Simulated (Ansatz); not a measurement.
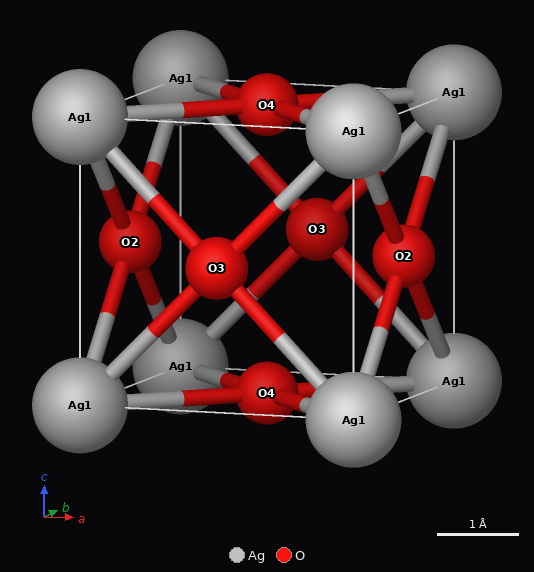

Starting structure of solid AgO3 (a generated structure, set up in Pm-3m) (coarse preliminary run). The picture is a ball-and-stick view of the cell of the calculation, seen slightly off an axis.

Level of theory: DFT PBE, scalar-relativistic, plane waves, PAW (Ansatz 0.2.0).

The input:
```yaml
crystal:
  lattice:
    - [3.62748286, 0.0, 0.0]
    - [0.0, 3.62748286, 0.0]
    - [0.0, 0.0, 3.62748286]
  atoms:
    - { symbol: Ag, position: [0.0, 0.0, 0.0], spin: 1.0 }
    - { symbol: O, position: [0.0, 0.5, 0.5] }
    - { symbol: O, position: [0.5, 0.0, 0.5] }
    - { symbol: O, position: [0.5, 0.5, 0.0] }
basis:
  ecutwfc: 420
kpoints:
  mp_grid: { grid: [6, 6, 6] }
hamiltonian:
  xc: pbe
scf:
  occupations: { method: gaussian, width: 0.1 }
  lower_state_search: "off"
output:
  forces: true
  stress: true
  eigenvalues: true
  populations: true
magnetization:
  spin_polarized: true
relax:
  adjacent_minimum: "off"
  f_tol: 0.04
  max_steps: 70
  cell: { stress_tol: 0.4 }
```

Run as
```bash
ansatz run input.yaml --threads 1 --pin off --max-ram 2048MiB --backend cpu --events-out ev --progress --plain --runs-dir out
```

> What does the optimiser find from here?

The atoms keep their places relative to the cell (all moves are under 0.005 Å). The drawn cell changes as follows: a = b = c 3.627 → 3.543 Å (−2.3 %); the volume changes by −6.8 %. Among the contacts that change: Ag1–O2 2.565 → 2.506 Å. The space group stays Pm-3m (No. 221). After 3 accepted moves (5 points after the start) the energy has fallen by 15.4 meV per atom. All forces vanish by symmetry, so only the cell relaxes. Pressure: −5.59 GPa at the start and −0.03 GPa at the end. The SCF was repeated twice at an unchanged geometry on a basis and grid sized afresh for the cell, which shifted the energy by 2.8 meV per atom at most.

The structure at the end:

```
CELL_PARAMETERS angstrom
3.54345 0.00000 0.00000
0.00000 3.54345 0.00000
0.00000 0.00000 3.54345
ATOMIC_POSITIONS crystal
Ag 0.00000 0.00000 0.00000
O 0.00000 0.50000 0.50000
O 0.50000 0.00000 0.50000
O 0.50000 0.50000 0.00000
```

The end point in the same view:

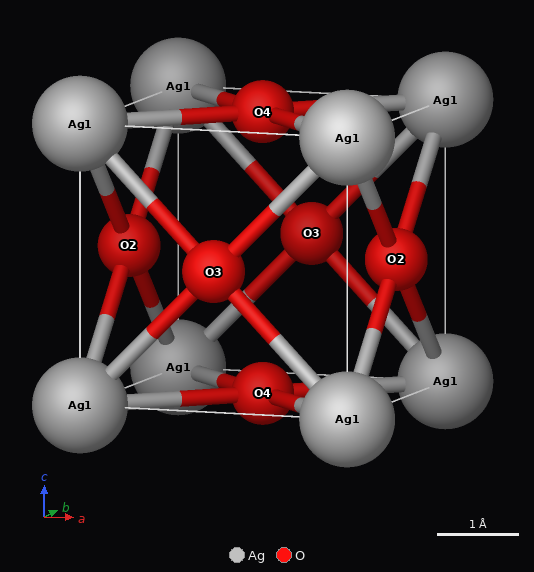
